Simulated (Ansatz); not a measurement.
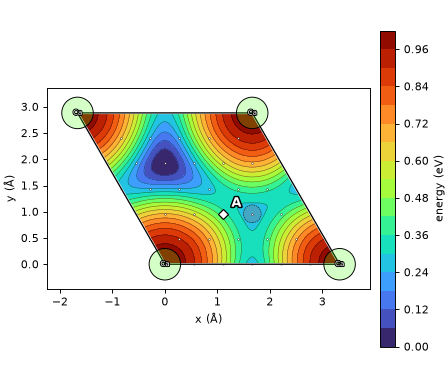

H on a CaO(111) slab cut from the Fm-3m phase, its upper half relaxed before the scan (4 atoms of substrate and one adsorbate in a 1 × 1 cell). H is moved over the surface cell; relaxed at each place: the height of the adsorbate's atoms; substrate rigid; the origin of the map has the adsorbate above Ca4. Places are given modulo a cell vector. The map is drawn in real space over the plane of the surface. Grid: 6 × 6 points; 10 points were computed and 26 follow by symmetry. Energies are in eV, from the lowest grid point. With one adsorbate in each 1 × 1 cell, its nearest image is 3.3 Å away, so neighbouring adsorbates interact. Method: Ansatz 0.2.0, DFT LDA, scalar-relativistic, plane waves, PAW. Settings: cutoff 420 eV, k-mesh 9×9×1, gaussian smearing 0.05 eV, spin-polarised.

The picture shows filled contours, dots at the grid points, labelled circles for the atoms of the top layer and small ones for the second layer, the outline of one cell of the plane, the point A. Between grid points the surface is interpolated.

Q: Is A at rest? If not, where is it pushed?

A: A, at (3/6, 2/6) of the cell vectors, is not a stationary point. The computed force is 0.5 eV/Å in the plane, pointing up and right in the picture (components 0.35 and 0.37 eV/Å).
